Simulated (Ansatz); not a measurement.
## Photoemission of Si(111) with Li on 50 % of the top atoms and H on the rest

Wanted: the XPS lines and the band structure of Si(111) with Li on 50 % of the top atoms and H on the rest.

Main program and level: Ansatz 0.2.0; DFT, PBE, plane-wave PAW, scalar-relativistic; PAW set soft_1, in the first sound run; inputs show where later runs differ.

### 1. The structure

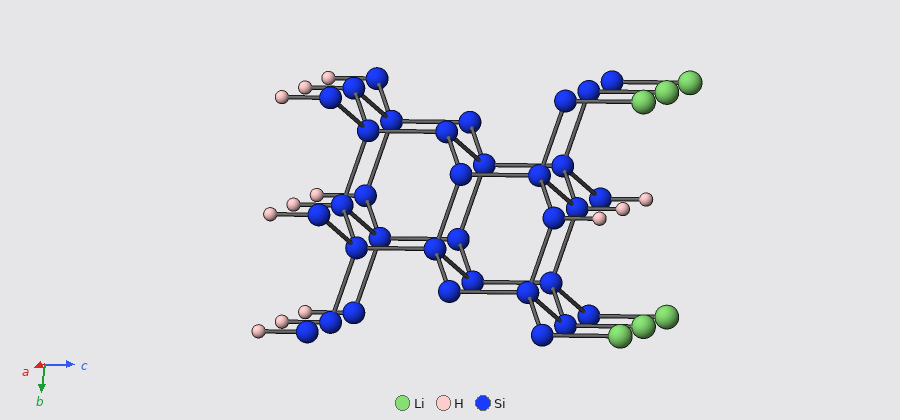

The starting structure, seen from the side, with the c axis across the page (lithium green, hydrogen pink, silicon blue). Some periodic images of atoms are drawn too.

The cell holds 32 atoms: 2 Li, 6 H and 24 Si. Its edges and angles: a = 7.679 Å, b = 7.679 Å, c = 24.854 Å, α = 90.0°, β = 90.0°, γ = 60.0°. It derives from Si. How the cell was made: terminated face; group: Li; share of top atoms: 0.5; rest: H; oxygen in back bonds: 0; lower face: H. Regions: ad, 4 atoms (2 Li and 2 H); L1, 4 atoms (4 Si); L2, 4 atoms (4 Si); L3, 4 atoms (4 Si); mid, 4 atoms (4 Si); rest, 12 atoms (8 Si and 4 H). Vacuum lies along c.

### 2. Relaxation

Levels and vacuum steps follow bond lengths, so the atoms are relaxed first. 12 atoms are held to stand for the bulk. A dipole correction cancels the field between unlike faces.

input.yaml reads:

```yaml
crystal:
  lattice:
    - [7.6791796437, 0.0, 0.0]
    - [3.8395898218, 6.6503646517, 0.0]
    - [0.0, 0.0, 24.8537769138]
  atoms:
    - { symbol: Li, position: [0.0, 0.0, 0.718352666] }
    - { symbol: Li, position: [0.5, 0.0, 0.718352666] }
    - { symbol: H, position: [0.0, 0.5, 0.679324393] }
    - { symbol: H, position: [0.5, 0.5, 0.679324393] }
    - { symbol: Si, position: [0.0, 0.0, 0.624201986] }
    - { symbol: Si, position: [0.5, 0.0, 0.624201986] }
    - { symbol: Si, position: [0.0, 0.5, 0.624201986] }
    - { symbol: Si, position: [0.5, 0.5, 0.624201986] }
    - { symbol: Si, position: [0.833333333, 0.333333333, 0.592667423] }
    - { symbol: Si, position: [0.333333333, 0.333333333, 0.592667423] }
    - { symbol: Si, position: [0.833333333, 0.833333333, 0.592667423] }
    - { symbol: Si, position: [0.333333333, 0.833333333, 0.592667423] }
    - { symbol: Si, position: [0.833333333, 0.333333333, 0.498063735] }
    - { symbol: Si, position: [0.333333333, 0.333333333, 0.498063735] }
    - { symbol: Si, position: [0.833333333, 0.833333333, 0.498063735] }
    - { symbol: Si, position: [0.333333333, 0.833333333, 0.498063735] }
    - { symbol: Si, position: [0.166666667, 0.166666667, 0.466529172] }
    - { symbol: Si, position: [0.666666667, 0.166666667, 0.466529172] }
    - { symbol: Si, position: [0.166666667, 0.666666667, 0.466529172] }
    - { symbol: Si, position: [0.666666667, 0.666666667, 0.466529172] }
    - { symbol: Si, position: [0.166666667, 0.166666667, 0.371925483] }
    - { symbol: Si, position: [0.666666667, 0.166666667, 0.371925483] }
    - { symbol: Si, position: [0.166666667, 0.666666667, 0.371925483] }
    - { symbol: Si, position: [0.666666667, 0.666666667, 0.371925483] }
    - { symbol: Si, position: [0.0, 0.0, 0.34039092] }
    - { symbol: Si, position: [0.5, 0.0, 0.34039092] }
    - { symbol: Si, position: [0.0, 0.5, 0.34039092] }
    - { symbol: Si, position: [0.5, 0.5, 0.34039092] }
    - { symbol: H, position: [0.0, 0.0, 0.281647334] }
    - { symbol: H, position: [0.5, 0.0, 0.281647334] }
    - { symbol: H, position: [0.0, 0.5, 0.281647334] }
    - { symbol: H, position: [0.5, 0.5, 0.281647334] }
kpoints:
  mp_grid: { grid: [3, 3, 1] }
scf:
  occupations: { method: fermi_dirac, width: 0.02 }
  n_extra_bands: 23
hamiltonian:
  xc: pbe
  pseudopotentials: { kind: paw, azcp: { folder: soft_1 } }
output:
  forces: true
  write_potential: true
  volumetric_format: []
efield:
  axis: 3
  dipole_correction: true
relax:
  f_tol: 0.03
  max_steps: 70
  constraints: [{ sites: [20, 21, 22, 23, 24, 25, 26, 27, 28, 29, 30, 31] }]
```

Started as:

```sh
> ansatz run input.yaml --threads 4 --pin off --max-ram 11264MiB --backend cpu --events-out ev --progress --plain --runs-dir out
```

Numbers of over 12 decimals in the logs are rounded to 6 here.

The log of the run:

```text
scf.n_extra_bands = 23 over 54 filled bands (N_el = 108.0): the run solves 77 bands
Engine: ansatz 0.2.0, x86_64-unknown-linux-gnu
Pseudopotentials: kind: paw
Pseudopotential: Li, paw, valence charge 3, recommended cutoff 420 eV (normal), soft_1/Li.paw.azcp
Pseudopotential: H, paw, valence charge 1, recommended cutoff 420 eV (normal), soft_1/H.paw.azcp
Pseudopotential: Si, paw, valence charge 4, recommended cutoff 420 eV (normal), soft_1/Si.paw.azcp
Functional definition: PBE
  parameter kappa = 0.804
  parameter beta = 0.066725
  exchange = pbe_x(kappa = kappa, mu = beta*pi^2/3)
  correlation = pbe_c(beta = beta)
Crystal: 32 atoms, lattice volume = 1269.266 Å³
Basis set: ecut = 420 eV, 24761 PW (Γ), exchange–correlation on 108×108×360 points (8 copies of the dense FFT grid, shifted against one another)
Bands: 77, of which v1, the nominal top of the filled ones, is band 54 counted from 1 (53 counted from 0)
Symmetry: 4 space group operations
Space group: Pm (ITA 6), of the structure as read, at distance tolerance 1.1e-4 Å
k-points: 4 of 9 (time reversal used)
Non-local potential: Li, projectors of the file, l = 0: 3, l = 1: 2, l = 2: 1
Non-local potential: H, projectors of the file, l = 0: 2, l = 1: 1
Non-local potential: Si, projectors of the file, l = 0: 2, l = 1: 2, l = 2: 1
PAW form: soft (Blöchl's): semilocal exchange-correlation on the pseudo side does not see the compensation charge
PAW one-centre angular grid: Li, 110 points (default); XC on 96 Gauss nodes
PAW one-centre angular grid: H, 110 points (default); XC on 64 Gauss nodes
PAW one-centre angular grid: Si, 110 points (default); XC on 64 Gauss nodes
Initial density: superposition of atomic densities (neutral atoms: chi_scale 0, normalization atom)
Initial wavefunctions: pseudopotential atomic-orbital guess
Functional: x = pbe(κ = 0.804, μ = 0.219515), c = pbe(β = 0.066725)
SCF iter   1: F=—  HF=-15768.131960 eV  |F-HF|=—  |Δ(HF+E_count)|=         —  Δρ=3.78e-2  dr2=2.28e1  ethr=3.10e-3  p=0.000 e·Å  D=7.58e-7 V/Å  ΔV_dip=-0.00 eV  dr2_dipole=1.38e0  V_vac-E_F(+/−)=6.34/6.34 eV  ⟨swp⟩=11.2  Hψ=2138  notcnv=0  defer=13
efield: sawtooth ramp at fractional position 0.9500 (placed from the atoms, in the widest stretch of the axis that holds none; the zero of the levels goes with the place), width 0.1000; the density the first Hamiltonian is built on has a dipole p = 0.000 e·Å; the dipole correction subtracts the counter field D = 7.58e-7 V/Å, which shifts the + side's vacuum level by -0.00 eV against the − side's; the planar-averaged density in the ramp window peaks in size at 2.2e-5 e/Å³
preconditioner: auto → Resta (q_TF=auto, 1.809 Å⁻¹)  ε∞=2.7  [insulator: Δε(μ)=1.423 eV  Ē_g=8.039 eV  σ=0.020 eV  W_gap=1.00  n_scr=134 (ndim 8)  ℏωp=10.6 eV  f_vac=0.449  D(μ)=0.00/eV (n_scr^D=0)  ε∞_Penn≈2.7  vacuum switching on, ρ_ref=4.7e-3 e/Å³]
SCF iter   2: F=—  HF=-15762.055903 eV  |F-HF|=—  |Δ(HF+E_count)|=    6.08e0  Δρ=1.87e-2  dr2=6.06e0  ethr=3.10e-3  p=1.180 e·Å  D=1.68e-1 V/Å  ΔV_dip=-4.18 eV  dr2_dipole=3.61e-1  V_vac-E_F(+/−)=2.25/6.43 eV  ⟨swp⟩=7.0  Hψ=860  notcnv=0  defer=70
preconditioner: auto → LDOS  [insulator: Δε(μ)=0.128 eV  Ē_g=7.600 eV  σ=0.020 eV  W_gap=0.92  n_scr=134 (ndim 8)  ℏωp=10.6 eV  f_vac=0.467  D(μ)=1.17/eV (n_scr^D=2)  ε∞_Penn≈3.0  β→1.0]
SCF iter   3: F=—  HF=-15761.721015 eV  |F-HF|=—  |Δ(HF+E_count)|=   3.35e-1  Δρ=7.55e-3  dr2=5.61e0  ethr=3.10e-3  p=0.769 e·Å  D=1.10e-1 V/Å  ΔV_dip=-2.72 eV  dr2_dipole=1.60e-2  V_vac-E_F(+/−)=0.93/3.65 eV  ⟨swp⟩=10.5  Hψ=1021  notcnv=0  defer=71
SCF iter   4: F=—  HF=-15760.768584 eV  |F-HF|=—  |Δ(HF+E_count)|=   9.52e-1  Δρ=2.14e-3  dr2=7.28e-1  ethr=3.10e-3  p=0.942 e·Å  D=1.34e-1 V/Å  ΔV_dip=-3.34 eV  dr2_dipole=4.60e-1  V_vac-E_F(+/−)=1.41/4.75 eV  ⟨swp⟩=8.0  Hψ=637  notcnv=1  defer=66
SCF iter   5: F=—  HF=-15760.875657 eV  |F-HF|=—  |Δ(HF+E_count)|=   1.07e-1  Δρ=2.14e-3  dr2=8.66e-1  ethr=6.75e-4  p=0.453 e·Å  D=6.47e-2 V/Å  ΔV_dip=-1.61 eV  dr2_dipole=5.54e-1  V_vac-E_F(+/−)=2.53/4.13 eV  ⟨swp⟩=7.0  Hψ=575  notcnv=0  defer=67
SCF iter   6: F=—  HF=-15760.764087 eV  |F-HF|=—  |Δ(HF+E_count)|=   1.12e-1  Δρ=1.13e-3  dr2=2.99e-1  ethr=6.75e-4  p=0.588 e·Å  D=8.38e-2 V/Å  ΔV_dip=-2.08 eV  dr2_dipole=1.85e-1  V_vac-E_F(+/−)=2.33/4.41 eV  ⟨swp⟩=4.8  Hψ=421  notcnv=0  defer=67
SCF iter   7: F=—  HF=-15760.722474 eV  |F-HF|=—  |Δ(HF+E_count)|=   4.16e-2  Δρ=4.60e-4  dr2=3.42e-2  ethr=2.77e-4  p=0.691 e·Å  D=9.85e-2 V/Å  ΔV_dip=-2.45 eV  dr2_dipole=2.73e-2  V_vac-E_F(+/−)=2.07/4.52 eV  ⟨swp⟩=5.2  Hψ=332  notcnv=0  defer=67
SCF iter   8: F=—  HF=-15760.716919 eV  |F-HF|=—  |Δ(HF+E_count)|=   5.56e-3  Δρ=1.53e-4  dr2=1.87e-3  ethr=3.17e-5  p=0.745 e·Å  D=1.06e-1 V/Å  ΔV_dip=-2.64 eV  dr2_dipole=9.51e-4  V_vac-E_F(+/−)=1.98/4.62 eV  ⟨swp⟩=5.5  Hψ=453  notcnv=0  defer=67
SCF iter   9: F=—  HF=-15760.716822 eV  |F-HF|=—  |Δ(HF+E_count)|=   9.73e-5  Δρ=1.09e-4  dr2=1.86e-3  ethr=1.73e-6  p=0.759 e·Å  D=1.08e-1 V/Å  ΔV_dip=-2.69 eV  dr2_dipole=1.06e-4  V_vac-E_F(+/−)=1.92/4.61 eV  ⟨swp⟩=4.0  Hψ=527  notcnv=0  defer=68
SCF iter  10: F=—  HF=-15760.716614 eV  |F-HF|=—  |Δ(HF+E_count)|=   2.08e-4  Δρ=4.77e-5  dr2=2.13e-4  ethr=1.72e-6  p=0.761 e·Å  D=1.08e-1 V/Å  ΔV_dip=-2.69 eV  dr2_dipole=2.21e-5  V_vac-E_F(+/−)=1.92/4.62 eV  ⟨swp⟩=2.2  Hψ=337  notcnv=0  defer=67
SCF iter  11: F=—  HF=-15760.716594 eV  |F-HF|=—  |Δ(HF+E_count)|=   2.00e-5  Δρ=1.56e-5  dr2=3.06e-5  ethr=1.97e-7  p=0.760 e·Å  D=1.08e-1 V/Å  ΔV_dip=-2.69 eV  dr2_dipole=5.56e-6  V_vac-E_F(+/−)=1.93/4.62 eV  ⟨swp⟩=2.0  Hψ=374  notcnv=0  defer=67
SCF iter  12: F=-15760.716600 eV  HF=-15760.716599 eV  |F-HF|=5.07e-7  |Δ(HF+E_count)|=   4.99e-6  Δρ=7.20e-6  dr2=2.72e-6  ethr=2.08e-8  p=0.760 e·Å  D=1.08e-1 V/Å  ΔV_dip=-2.69 eV  dr2_dipole=1.16e-7  V_vac-E_F(+/−)=1.93/4.62 eV  ⟨swp⟩=14.5  Hψ=2939  notcnv=0
WARN: efield: at this solve's end the planar-averaged density reaches 3.01e-5 e/Å³ inside the ramp window [0.9098, 0.0902] (bound 1e-5 e/Å³); the window's nearer edge stands 4.76 Å from this solve's nearest atom along the axis. Its work functions, free energy, forces, stress, dipole, levels and responses can be off, and this figure does not tell by how much. A short vacuum, a low `basis.ecutwfc` or `basis.ecutrho_ratio` and negative occupations (`scf.occupations.method`) can put density there. See the manual's quickstart, § The vacuum guard
SCF 1 converged in 12 iterations: F = -15760.716600 eV  dr2 = 2.72e-6
[...]
SCF iter   2: F=—  HF=-15762.422486 eV  |F-HF|=—  |Δ(HF+E_count)|=   4.27e-5  Δρ=6.16e-6  dr2=8.11e-7  ethr=3.71e-9  p=0.475 e·Å  D=6.77e-2 V/Å  ΔV_dip=-1.68 eV  dr2_dipole=8.80e-9  V_vac-E_F(+/−)=2.52/4.20 eV  ⟨swp⟩=2.5  Hψ=397  notcnv=0  defer=64
SCF iter   3: F=—  HF=-15762.422487 eV  |F-HF|=—  |Δ(HF+E_count)|=   4.07e-7  Δρ=3.47e-6  dr2=2.52e-7  ethr=7.51e-10  p=0.475 e·Å  D=6.77e-2 V/Å  ΔV_dip=-1.68 eV  dr2_dipole=8.40e-10  V_vac-E_F(+/−)=2.52/4.20 eV  ⟨swp⟩=2.0  Hψ=348  notcnv=0  defer=64
SCF iter   4: F=—  HF=-15762.422487 eV  |F-HF|=—  |Δ(HF+E_count)|=   3.04e-7  Δρ=8.93e-7  dr2=1.47e-7  ethr=9.26e-11  p=0.475 e·Å  D=6.77e-2 V/Å  ΔV_dip=-1.68 eV  dr2_dipole=9.40e-8  V_vac-E_F(+/−)=2.52/4.20 eV  ⟨swp⟩=11.5  Hψ=2140  notcnv=0
SCF iter   5: F=-15762.422487 eV  HF=-15762.422487 eV  |F-HF|=2.49e-10  |Δ(HF+E_count)|=   1.69e-8  Δρ=4.51e-7  dr2=8.30e-9  ethr=9.26e-11  p=0.475 e·Å  D=6.77e-2 V/Å  ΔV_dip=-1.68 eV  dr2_dipole=6.35e-10  V_vac-E_F(+/−)=2.52/4.20 eV  ⟨swp⟩=10.2  Hψ=1882  notcnv=0
SCF 20 converged in 5 iterations: F = -15762.422487 eV  dr2 = 8.30e-9
relax step  20: F+E_penalty+E_count = -15762.42248711 eV  Δ(F+E_penalty+E_count) = -2.282e-6 eV  max|allowed force component| = 2.778e-2 eV/Å  Δτ_max = 0.0000 Å  (5 SCF iters, accepted)
NSCF: frozen V_eff on 4 k-points
the band table was solved once a step of the walk had ended and its energy, with any forces and stress, was formed, with the checks that follow a solve (2362 applications of the Hamiltonian). They found nothing against the state; the energy, forces and stress were not computed again (output.eigenvalues in the input reference)
WARN: The output density's exchange-correlation potential varies sharply where the density is thin. Do not read a vacuum level from v_tot or v_xc, or from such a field of the output density. On a cell that repeats whose density bears no net charge and no dipole along the vacuum's axis use v_es (v_loc + v_h of the components); under efield.dipole_correction with no amplitude use v_es + v_field, which holds any externa [...]
SCF converged after 5 iterations
Free energy (F): -15762.422487 eV
Harris-Foulkes:  -15762.422487 eV  (|F-HF|=2.49e-10)
Internal energy: -15762.422487 eV  (E = F + TS)
E sigma→0 (E₀):  -15762.422487 eV
Fermi energy:    0.617759 eV
Dipole field:    D = 0.067712 V/Å  (p = 0.474959 e·Å, saw-weighted, corrected)
Work function:   Φ+ = 2.5206 eV   Φ− = 4.2035 eV
Levels:          The Fermi level and band energies are counted from a zero that moves with the ramp; work functions are not
--- Per-component energies (eV) ---
  E_band       = -679.566364
  E_kinetic    = 1082.022280
  E_local      = -29584.808239  (includes V_loc(G=0)·N_el)
  E_nonlocal   = 510.382898
  E_hartree    = 14309.713154
  E_xc         = -1420.854540
  E_vxc        = -1230.407438  (∫ρ·V_xc dr)
  E_paw        = -12329.402384  (= ΣΔE_a)
  E_vpaw       = -77.802791  (= ΣTr[D̂ρ^β])
  E_aug_tail   = -0.004535  (compensation charges beyond the density's cutoff)
  E_efield     = 0.016080  (sawtooth field / dipole correction)
  E_vefield    = 1.628663  (∫n·V_field dr)
  E_ewald      = 11670.512798
  E_smearing   = -0.000000  (= −TS)
  E_closure    = -0.000000  (closes the sum)
  Σ components = -15762.422487   (vs F -15762.422487, Δ=0.00e0)
--- Forces (eV/Å), atoms counted from 1 ---
  atom   1  Li     0.00000000    -0.00346565     0.00210954
  atom   2  Li     0.00000000    -0.00346565     0.00210954
  atom   3  H     -0.00000000     0.00733848     0.02520177
  atom   4  H     -0.00000000     0.00733848     0.02520177
  atom   5  Si    -0.00000000     0.00383077     0.00795366
  atom   6  Si    -0.00000000     0.00383077     0.00795366
  atom   7  Si     0.00000000    -0.01323828    -0.00420558
  atom   8  Si     0.00000000    -0.01323828    -0.00420558
  atom   9  Si    -0.00000000     0.01508954    -0.02777942
  atom  10  Si    -0.00000000     0.01508954    -0.02777942
  atom  11  Si     0.00000000    -0.00294792    -0.00385540
  atom  12  Si     0.00000000    -0.00294792    -0.00385540
  atom  13  Si     0.00000000    -0.00930601    -0.01516345
  atom  14  Si     0.00000000    -0.00930601    -0.01516345
  atom  15  Si    -0.00000000     0.00629669    -0.01459125
  atom  16  Si    -0.00000000     0.00629669    -0.01459125
  atom  17  Si     0.00000000    -0.00324492     0.00565471
  atom  18  Si     0.00000000    -0.00324492     0.00565471
  atom  19  Si    -0.00000000     0.00315151     0.01678734
  atom  20  Si    -0.00000000     0.00315151     0.01678734
  atom  21  Si     0.00000000    -0.08040904    -0.13575013
  atom  22  Si     0.00000000    -0.08040904    -0.13575013
  atom  23  Si    -0.00000000     0.07568158    -0.00335554
  atom  24  Si    -0.00000000     0.07568158    -0.00335554
  atom  25  Si     0.00000000    -0.00344950     0.80009641
  atom  26  Si     0.00000000    -0.00344950     0.80009641
  atom  27  Si    -0.00000000     0.00426191     0.89877569
  atom  28  Si    -0.00000000     0.00426191     0.89877569
  atom  29  H     -0.00000000     0.00765010    -0.78071325
  atom  30  H     -0.00000000     0.00765010    -0.78071325
  atom  31  H      0.00000000    -0.00721379    -0.77115454
  atom  32  H      0.00000000    -0.00721379    -0.77115454
  max |Σ_I F_I| component: 5.09e-5 eV/Å
--- Band table (eV) ---
  k-point 0: bands = [... 50 lower, -0.2942, -0.2400, 0.1319, 0.1703, 1.0639, 1.1160, 1.2761, 1.5709, ... 19 higher]
  k-point 1: bands = [... 50 lower, -0.7046, -0.3964, -0.3772, -0.2358, 1.2720, 1.7113, 1.9210, 1.9250, ... 19 higher]
  k-point 2: bands = [... 50 lower, -0.7819, -0.4053, -0.3787, -0.2585, 1.3366, 1.7860, 1.8460, 1.9570, ... 19 higher]
  k-point 3: bands = [... 50 lower, -1.4298, -1.0738, -0.3247, -0.2517, 1.9223, 2.1118, 2.2738, 2.4806, ... 19 higher]
--- Relaxed structure (20 steps of the walk, 19 accepted, 0 SCFs on fresh bases) ---
  F+E_penalty+E_count = -15762.42248711 eV   max|allowed force component| = 2.778e-2 eV/Å
  atoms:
    - { symbol: Li, position: [-0.162172, 0.324344, 0.691559] }
    - { symbol: Li, position: [0.337828, 0.324344, 0.691559] }
    - { symbol: H, position: [0.016880, 0.466239, 0.681969] }
    - { symbol: H, position: [0.516880, 0.466239, 0.681969] }
    - { symbol: Si, position: [0.0013699, -0.00273981, 0.637588] }
    - { symbol: Si, position: [0.501370, -0.00273981, 0.637588] }
    - { symbol: Si, position: [0.000965806, 0.498068, 0.618665] }
    - { symbol: Si, position: [0.500966, 0.498068, 0.618665] }
    - { symbol: Si, position: [0.844590, 0.310820, 0.590269] }
    - { symbol: Si, position: [0.344590, 0.310820, 0.590269] }
    - { symbol: Si, position: [0.826386, 0.847227, 0.598128] }
    - { symbol: Si, position: [0.326386, 0.847227, 0.598128] }
    - { symbol: Si, position: [0.832507, 0.334986, 0.496185] }
    - { symbol: Si, position: [0.332507, 0.334986, 0.496185] }
    - { symbol: Si, position: [0.833613, 0.832774, 0.501997] }
    - { symbol: Si, position: [0.333613, 0.832774, 0.501997] }
    - { symbol: Si, position: [0.168496, 0.163007, 0.466670] }
    - { symbol: Si, position: [0.668496, 0.163007, 0.466670] }
    - { symbol: Si, position: [0.164312, 0.671377, 0.467296] }
    - { symbol: Si, position: [0.664312, 0.671377, 0.467296] }
    - { symbol: Si, position: [0.166667, 0.166666667, 0.371925483] }
    - { symbol: Si, position: [0.666667, 0.166666667, 0.371925483] }
    - { symbol: Si, position: [0.1666666665, 0.666666667, 0.371925483] }
    - { symbol: Si, position: [0.666667, 0.666666667, 0.371925483] }
    - { symbol: Si, position: [0.0, 0.0, 0.34039092] }
    - { symbol: Si, position: [0.500000, 0.0, 0.34039092] }
    - { symbol: Si, position: [0.0, 0.500000, 0.34039092] }
    - { symbol: Si, position: [0.500000, 0.500000, 0.34039092] }
    - { symbol: H, position: [0.0, 0.0, 0.281647334] }
    - { symbol: H, position: [0.500000, 0.0, 0.281647334] }
    - { symbol: H, position: [0.0, 0.500000, 0.281647334] }
    - { symbol: H, position: [0.500000, 0.500000, 0.281647334] }
```

It took 3 min on 4 threads of Intel Xeon Platinum 8259CL at 2.50GHz (Skylake/Cascade Lake), shared host; peak memory 2.2 GiB; 10 min of CPU time.

[end of part 1 of 4]

[Logs are printed without paths, hosts, clocks, repeated set-up lines and the standing remarks that a program may print on its own settings, such as how far it seeks lower states.]

[Hosts, paths, dates, database ids (printed as entryN), source tags and the programs' standing remarks are cut or masked in the printed files.]

[Maps of the electrostatic potential energy from Ansatz leave out the sawtooth potential of an applied field or a dipole correction, so their vacuum need not be flat; work functions include it.]
